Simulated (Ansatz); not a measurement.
## GeSi6: geometry relaxation (part 3 of 3)

GeSi6 (slab, 7 atoms in the cell); DFT PBEsol, scalar-relativistic, plane waves, PAW, spin-polarised (Ansatz 0.2.0); cutoff 420 eV, 9×9×1 k-mesh, Gaussian smearing of 0.05 eV, collinear spins. The structure derives from a Materials Project entry. The input holds or restrains some coordinates. Forces given for the steps count only the free coordinates. It belongs to a series of runs on one base structure; here: Ge put at a bridge Si-Si site.

Geometry of the input (Å; fractional positions):
```
3.8249  0.0000  0.0000
-1.9124  3.3125  0.0000
0.0000  0.0000  26.1211
Si 0.6667  0.3333  0.3254
Si 0.3333  0.6667  0.3559
Si 0.3333  0.6667  0.4465
Si 0.6667  0.3333  0.4756
Si 0.6667  0.3333  0.5673
Si 0.3333  0.6667  0.5929
Ge -0.0000  0.5000  0.6710
```

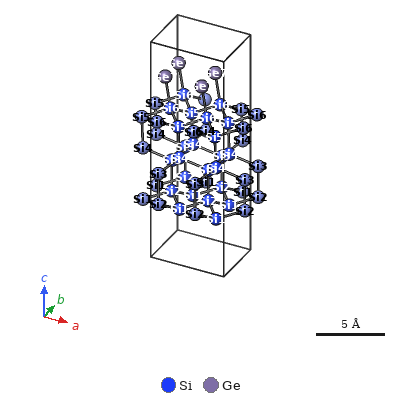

Fig. 1: The geometry at step 6 of the log (ball-and-stick view of the 2 × 2 repeat of the cell, with the vacuum cut short, seen slightly off an axis; neighbours outside the cell are drawn fainter; atoms are numbered from 1 in the order of the input).

```
WARN: The output density's exchange-correlation potential varies sharply where the density is thin. Do not read a vacuum level from v_tot or v_xc, or from such a field of the output density. On a cell that repeats whose density bears no net charge and no dipole along the vacuum's axis use v_es (v_loc + v_h of the components); under efield.dipole_correction with no amplitude use v_es + v_field, which holds any external_charges[].barrier, or the levels of the report's work_function block, which leave it out; under a non-zero efield.amplitude the vacuum is tilted and has no level; on a cell that repeats and bears such a dipole with no correction it is tilted too, and efield.dipole_correction with no amplitude gives each side of its ramp a level where efield: is served; in a cell that repeats whose density bears a net charge (total_charge, or a fill off its count) it is curved and has none; of a slab under crystal.periodic whose density bears no net charge use v_es, which has a level on each side, short of where the two are joined; of another it falls or rises all the way out and has none; of a slab beside external_charges read slab_vacuum_level instead, which it has where they leave it neutral. The grid or the basis barely resolves most such structure, and the values can differ between equally converged runs; as a rule a tighter scf.convergence.dr2_threshold does not remove it. Where the density itself ripples (under the LDA too) a higher basis.ecutwfc lessens it. The files hold the spikes' plane waves up to the density's cutoff. Files: v_tot_of_output_density and the like, and their columns of v_z.tsv (output.write_potential); v_xc_of_output_density and the like, and their columns of v_comp_z.tsv (output.write_potential_components). Measured: with its Gaussian average of σ = 0.25 Å subtracted twice, the exchange-correlation potential is over 0.1 eV at 23 of the grid points where the equally averaged density (valence and model cores) is under 1e-3 e/Å³, and 0.140 eV at the most among them, at an averaged density of 4.8e-9 e/Å³. The input density's (outcome.potential() and, of a run that writes arrays, v_tot and v_xc) is over 0.1 eV, so measured, at 1 points of its own thin density, 0.105 eV at the most. See output.write_potential in the manual, Limitations
SCF converged after 12 iterations
Magnetization: 0.8505 μB (19.4252 up, 18.5748 down)
Absolute magnetization: 0.8815 μB (∫|ρ↑−ρ↓|, with the PAW one-centre terms)
Spin contamination: 0.0453 ħ² per cell (⟨S²⟩ above its minimum at these occupations)
Per-site moments (μB) at R_I (Å): [(0.20350727964645562, 0.9684117023827451), (0.028688362128590515, 0.9684117023827451), (0.042054835071443745, 0.9670695759973357), (0.015901248461030745, 0.9670695759973357), (0.007304781233130687, 0.9700611861526165), (0.008927819724356476, 0.9700611861526165), (0.010768637099681346, 1.0062893920658886)]
Free energy (F): -7979.426132 eV
Harris-Foulkes:  -7979.426132 eV  (|F-HF|=4.30e-10)
Internal energy: -7979.421317 eV  (E = F + TS)
E sigma→0 (E₀):  -7979.423725 eV
Entropy (-TS):   -0.004815 eV (-0.688 meV/atom)
Fermi energy:    -0.111243 eV
Dipole field:    D = -0.022630 V/Å  (p = -0.041390 e·Å, saw-weighted, corrected)
Work function:   Φ+ = 5.2864 eV   Φ− = 4.6953 eV
Levels:          The Fermi level and band energies are counted from a zero that moves with the ramp; work functions are not
--- Per-component energies (eV) ---
  E_band       = -375.482555
  E_kinetic    = 345.839053
  E_local      = -15610.979731  (includes V_loc(G=0)·N_el)
  E_nonlocal   = 571.998340
  E_hartree    = 7487.823706
  E_xc         = -398.824253
  E_vxc        = -339.842712  (∫ρ·V_xc dr)
  E_paw        = -4967.702111  (= ΣΔE_a)
  E_vpaw       = -319.234260  (= ΣTr[D̂ρ^β])
  E_aug_tail   = 0.000309  (compensation charges beyond the density's cutoff)
  E_efield     = 0.000468  (sawtooth field / dipole correction)
  E_vefield    = 1.088884  (∫n·V_field dr)
  E_ewald      = 4591.315601
  E_core_change = 1.107300  (= ΣΔE_core)
  E_smearing   = -0.004815  (= −TS)
  E_closure    = 0.000000  (closes the sum)
  Σ components = -7979.426132   (vs F -7979.426132, Δ=0.00e0)
--- Forces (eV/Å), atoms counted from 1 ---
  atom   1  Si    -0.00018296    -0.00010563     0.48511554
  atom   2  Si    -0.00009809    -0.00005663    -0.65122327
  atom   3  Si    -0.00335735    -0.00193837     0.16690178
  atom   4  Si     0.00200586     0.00115808     0.00009886
  atom   5  Si     0.00325684     0.00188034     0.00058198
  atom   6  Si     0.00124046     0.00071618     0.01083126
  atom   7  Ge    -0.00286633    -0.00165487    -0.01230248
  max |Σ_I F_I| component: 3.67e-6 eV/Å
--- Band table (eV; the first three rows and the last of 50) ---
  k-point 0 ↑: bands = ["-24.3972", "-24.3972", "-24.2914", "-24.2913", "-24.2762", "-11.7256", "-10.9905", "-10.1778", "-8.1583", "-5.8804", "-3.7711", "-1.5284", "-1.0631", "-1.0615", "-0.4713", "-0.4708", "0.0493", "0.0503", "0.0521", "1.5212", "2.2968", "2.5130", "2.5159", "3.0789", "3.1062", "3.1119", "3.6249"]
  k-point 1 ↑: bands = ["-24.3972", "-24.3964", "-24.2917", "-24.2915", "-24.2757", "-11.5814", "-10.8474", "-10.0343", "-8.0526", "-5.8093", "-3.7338", "-2.1478", "-1.5911", "-1.4500", "-1.3448", "-0.8125", "-0.7449", "-0.2126", "0.0377", "1.9017", "2.3402", "2.8209", "2.8435", "2.9562", "3.3316", "3.3468", "3.7591"]
  k-point 2 ↑: bands = ["-24.3973", "-24.3943", "-24.2926", "-24.2917", "-24.2746", "-11.1561", "-10.4262", "-9.6122", "-7.7647", "-5.7484", "-4.0496", "-3.5926", "-2.8684", "-2.5512", "-1.8779", "-1.2670", "-1.0229", "-0.7214", "-0.2852", "1.0581", "1.5064", "2.2501", "2.7873", "3.0356", "3.2881", "4.0051", "4.1008"]
  k-point 24 ↓: bands = ["-24.3957", "-24.3894", "-24.2904", "-24.2885", "-24.2674", "-9.3455", "-8.7216", "-8.0944", "-7.5160", "-6.9200", "-6.3462", "-5.7776", "-3.6542", "-2.9529", "-2.7369", "-2.2551", "-2.0310", "-1.0956", "-0.8990", "0.2042", "1.5936", "1.8544", "2.4119", "2.6423", "3.1516", "3.3673", "3.6821"]
--- Relaxed structure (10 steps of the walk, 10 accepted, 0 SCFs on fresh bases) ---
  F+E_penalty+E_count = -7979.42613238 eV   max|allowed force component| = 1.230e-2 eV/Å
  atoms:
    - { symbol: Si, position: [0.6666666666999999, 0.3333333333499999, 0.3254070336] }
    - { symbol: Si, position: [0.3333333332999999, 0.6666666666499999, 0.3559122529] }
    - { symbol: Si, position: [0.3333333332999999, 0.6666666666499999, 0.4464642099] }
    - { symbol: Si, position: [0.6665559539298304, 0.3332779769649152, 0.4766201507877036] }
    - { symbol: Si, position: [0.6650966570197155, 0.3325483285098578, 0.5677506706917691] }
    - { symbol: Si, position: [0.3317887704660574, 0.6658943852330285, 0.5987084154163936] }
    - { symbol: Ge, position: [0.3349971175344743, 0.6674985587672372, 0.6920989433932273] }
--- Löwdin populations: 7 sites ---
  site symbol       q [e]    m [muB]
     0     Si      3.9324     0.6528
     1     Si      3.9778     0.0076
     2     Si      3.9410     0.0931
     3     Si      3.9634     0.0288
     4     Si      3.9438     0.0150
     5     Si      3.9844     0.0167
     6     Ge     13.9762     0.0252
  spilling = 0.007396 (of n_electrons = 38.000000)
```

## File populations.tsv
```
# site	symbol	l	j	q_up	q_dn
# orbitals = lowdin
# n_electrons = 38.000000
# spilling = 0.007396
0	Si	0_3S	-	0.706781	0.627094
0	Si	1_3P	-	1.585817	1.012712
1	Si	0_3S	-	0.595106	0.596352
1	Si	1_3P	-	1.397604	1.388734
2	Si	0_3S	-	0.611022	0.594781
2	Si	1_3P	-	1.406002	1.329158
3	Si	0_3S	-	0.602656	0.599544
3	Si	1_3P	-	1.393444	1.367770
4	Si	0_3S	-	0.606215	0.604357
4	Si	1_3P	-	1.373169	1.360030
5	Si	0_3S	-	0.604030	0.603143
5	Si	1_3P	-	1.396528	1.380683
6	Ge	0_4S	-	0.915515	0.912808
6	Ge	1_4P	-	1.085634	1.063178
6	Ge	2_3D	-	4.999552	4.999549
```

## Trajectory as extended XYZ (Å, eV, eV/Å), 10 frames, from step=1 to step=10
```
7
Lattice="3.8249 0.0000 0.0000 -1.9124 3.3125 0.0000 0.0000 0.0000 26.1211" Properties=species:S:1:pos:R:3:forces:R:3 step=1 energy=-7979.11425
Si    1.9124    1.1041    8.5000    0.0325   0.0187   0.4962
Si    0.0000    2.2083    9.2968   -0.0117  -0.0067  -0.6772
Si    0.0000    2.2083   11.6622   -0.0101  -0.0058   0.0805
Si    1.9124    1.1041   12.4243    0.0226   0.0131  -0.0436
Si    1.9124    1.1041   14.8176   -0.2861  -0.1652  -0.8598
Si    0.0000    2.2083   15.4882    0.5882   0.3396   0.1104
Ge   -0.9562    1.6562   17.5282   -0.3354  -0.1936   0.8935
7
Lattice="3.8249 0.0000 0.0000 -1.9124 3.3125 0.0000 0.0000 0.0000 26.1211" Properties=species:S:1:pos:R:3:forces:R:3 step=2 energy=-7979.25447
Si    1.9124    1.1041    8.5000    0.0352   0.0203   0.4975
Si    0.0000    2.2083    9.2968   -0.0130  -0.0075  -0.6867
Si    0.0000    2.2083   11.6622   -0.0061  -0.0035   0.1040
Si    1.9129    1.1044   12.4243   -0.0303  -0.0175   0.0968
Si    1.8954    1.0943   14.8223   -0.1139  -0.0657  -0.3963
Si   -0.0048    2.2055   15.6187    0.1836   0.1060   0.0317
Ge   -0.9924    1.6353   17.7169   -0.0554  -0.0320   0.3532
7
Lattice="3.8249 0.0000 0.0000 -1.9124 3.3125 0.0000 0.0000 0.0000 26.1211" Properties=species:S:1:pos:R:3:forces:R:3 step=3 energy=-7979.28247
Si    1.9124    1.1041    8.5000    0.0268   0.0155   0.4684
Si    0.0000    2.2083    9.2968   -0.0081  -0.0047  -0.6370
Si    0.0000    2.2083   11.6622   -0.0498  -0.0288   0.1240
Si    1.9095    1.1024   12.4347   -0.0011  -0.0006   0.0452
Si    1.9032    1.0988   14.8158    0.0255   0.0147   0.2053
Si    0.0149    2.2169   15.6957   -0.1132  -0.0654  -0.1897
Ge   -0.9128    1.6813   17.8850    0.1200   0.0693  -0.0162
7
Lattice="3.8249 0.0000 0.0000 -1.9124 3.3125 0.0000 0.0000 0.0000 26.1211" Properties=species:S:1:pos:R:3:forces:R:3 step=4 energy=-7979.31817
Si    1.9124    1.1041    8.5000    0.0172   0.0100   0.4620
Si    0.0000    2.2083    9.2968   -0.0047  -0.0027  -0.6367
Si    0.0000    2.2083   11.6622   -0.0644  -0.0372   0.1321
Si    1.9085    1.1019   12.4395    0.0016   0.0009   0.0648
Si    1.8812    1.0861   14.8214    0.0722   0.0417   0.1436
Si   -0.0106    2.2022   15.6803   -0.2023  -0.1168  -0.1072
Ge   -0.7634    1.7676   17.9684    0.1803   0.1041  -0.0587
7
Lattice="3.8249 0.0000 0.0000 -1.9124 3.3125 0.0000 0.0000 0.0000 26.1211" Properties=species:S:1:pos:R:3:forces:R:3 step=5 energy=-7979.35987
Si    1.9124    1.1041    8.5000    0.0062   0.0036   0.4724
Si    0.0000    2.2083    9.2968   -0.0007  -0.0004  -0.6451
Si    0.0000    2.2083   11.6622   -0.0640  -0.0370   0.1538
Si    1.9073    1.1012   12.4451   -0.0037  -0.0022   0.0367
Si    1.8527    1.0696   14.8249    0.0601   0.0347   0.1172
Si   -0.0474    2.1809   15.6666   -0.1679  -0.0970  -0.0403
Ge   -0.6042    1.8594   18.0332    0.1700   0.0982  -0.0948
7
Lattice="3.8249 0.0000 0.0000 -1.9124 3.3125 0.0000 0.0000 0.0000 26.1211" Properties=species:S:1:pos:R:3:forces:R:3 step=6 energy=-7979.39551
Si    1.9124    1.1041    8.5000   -0.0002  -0.0001   0.4837
Si    0.0000    2.2083    9.2968    0.0002   0.0001  -0.6533
Si    0.0000    2.2083   11.6622   -0.0731  -0.0422   0.1729
Si    1.9057    1.1003   12.4495    0.0035   0.0020   0.0011
Si    1.8223    1.0521   14.8291   -0.0327  -0.0189   0.0024
Si   -0.0922    2.1551   15.6418   -0.0154  -0.0089   0.0597
Ge   -0.4364    1.9563   18.0578    0.1178   0.0680  -0.0665
7
Lattice="3.8249 0.0000 0.0000 -1.9124 3.3125 0.0000 0.0000 0.0000 26.1211" Properties=species:S:1:pos:R:3:forces:R:3 step=7 energy=-7979.41500
Si    1.9124    1.1041    8.5000   -0.0012  -0.0007   0.4854
Si    0.0000    2.2083    9.2968    0.0005   0.0003  -0.6545
Si    0.0000    2.2083   11.6622   -0.0562  -0.0324   0.1656
Si    1.9073    1.1012   12.4488    0.0109   0.0063   0.0096
Si    1.8489    1.0675   14.8290   -0.0101  -0.0058   0.0096
Si   -0.0646    2.1710   15.6412   -0.0121  -0.0070   0.0033
Ge   -0.2636    2.0561   18.0709    0.0680   0.0393  -0.0189
7
Lattice="3.8249 0.0000 0.0000 -1.9124 3.3125 0.0000 0.0000 0.0000 26.1211" Properties=species:S:1:pos:R:3:forces:R:3 step=8 energy=-7979.42486
Si    1.9124    1.1041    8.5000   -0.0010  -0.0006   0.4853
Si    0.0000    2.2083    9.2968    0.0001   0.0001  -0.6523
Si    0.0000    2.2083   11.6622   -0.0291  -0.0168   0.1649
Si    1.9098    1.1026   12.4494    0.0104   0.0060   0.0010
Si    1.8824    1.0868   14.8295    0.0031   0.0018   0.0024
Si   -0.0303    2.1908   15.6383   -0.0057  -0.0033   0.0031
Ge   -0.0904    2.1561   18.0757    0.0221   0.0127  -0.0045
7
Lattice="3.8249 0.0000 0.0000 -1.9124 3.3125 0.0000 0.0000 0.0000 26.1211" Properties=species:S:1:pos:R:3:forces:R:3 step=9 energy=-7979.42486
Si    1.9124    1.1041    8.5000   -0.0010  -0.0006   0.4853
Si    0.0000    2.2083    9.2968    0.0001   0.0001  -0.6523
Si    0.0000    2.2083   11.6622   -0.0291  -0.0168   0.1649
Si    1.9098    1.1026   12.4494    0.0104   0.0060   0.0009
Si    1.8824    1.0868   14.8295    0.0031   0.0018   0.0024
Si   -0.0303    2.1908   15.6383   -0.0057  -0.0033   0.0032
Ge   -0.0904    2.1561   18.0757    0.0221   0.0127  -0.0045
7
Lattice="3.8249 0.0000 0.0000 -1.9124 3.3125 0.0000 0.0000 0.0000 26.1211" Properties=species:S:1:pos:R:3:forces:R:3 step=10 energy=-7979.42613
Si    1.9124    1.1041    8.5000   -0.0002  -0.0001   0.4851
Si    0.0000    2.2083    9.2968   -0.0001  -0.0001  -0.6512
Si    0.0000    2.2083   11.6622   -0.0034  -0.0019   0.1669
Si    1.9121    1.1040   12.4499    0.0020   0.0012   0.0001
Si    1.9079    1.1016   14.8303    0.0033   0.0019   0.0006
Si   -0.0044    2.2057   15.6389    0.0012   0.0007   0.0108
Ge    0.0048    2.2111   18.0784   -0.0029  -0.0017  -0.0123
```

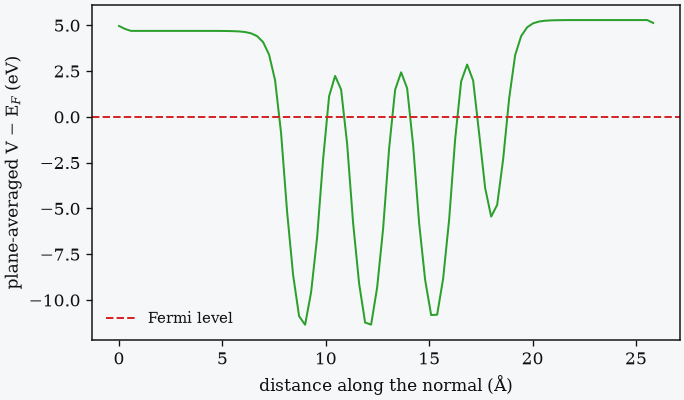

Fig. 2: Plane average of the electrostatic potential energy of an electron across the cell, from the Fermi level. The vacuum level lies 5.29 eV above the Fermi level on the upper side and 4.70 eV on the lower.

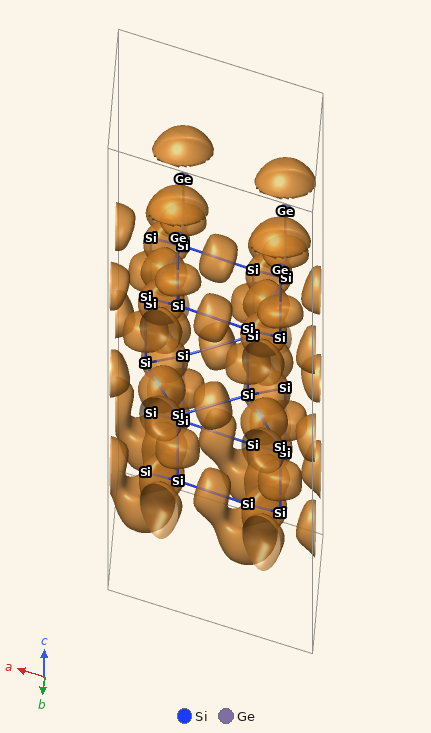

Fig. 3: Isosurface of the ELF at 0.75 (orange), seen at an oblique angle. Only the valence region is drawn (cores and ρ < 0.01 e/Å³ removed). Sticks mark near contacts. Si–Ge (2.44 Å): the ELF is about 0.85 at the midpoint. Core electrons are frozen (PAW), so the fields are smoothed inside the atomic spheres.

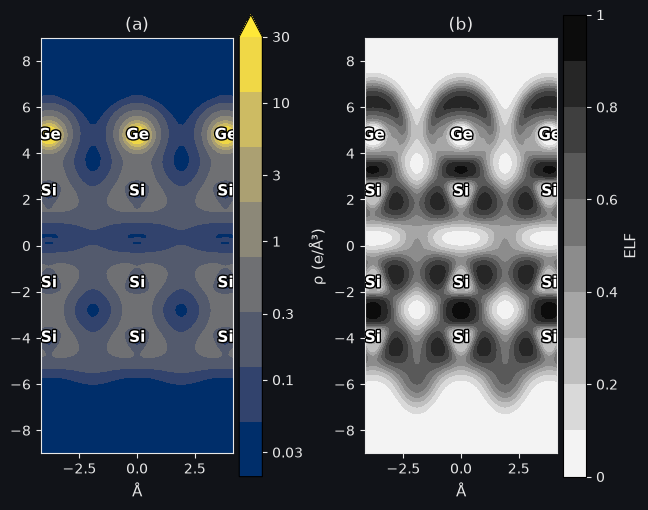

Fig. 4: (a) valence charge density (pseudo); (b) electron localisation function on the (11̄0) plane of the calculation cell, a cut from vacuum to vacuum. Atoms in the plane: Si and Ge. Si–Si (2.37 Å): ρ is about 0.53 e/Å³ halfway, a local maximum along the line; the ELF peaks at about 0.95 between the atoms, as expected for localised, shared-pair bonding. Si–Ge (2.44 Å): the density is about 0.49 e/Å³ at the midpoint; the ELF is about 0.85 at the midpoint. The density dies away to nearly zero in the vacuum.

## Summary

```tsv
quantity	value
outcome	converged under the restraints of the input
electrons treated	38
free energy	−7979.4261 eV
work function, top face	5.29 eV
work function, bottom face	4.70 eV
Fermi energy	−0.111 eV
gap on the k-point mesh	none (metallic)
net moment of the cell	0.85 μB
integrated absolute moment	0.88 μB
final volume	330.95 Å³
work function (upper face)	5.29 eV
largest force (length of the vector) at the end, held atoms and coordinates included	0.651 eV/Å
wall time	5.1 min
peak memory	0.82 GiB
```

Warnings of the run: the exchange-correlation potential is rough where the density is thin.
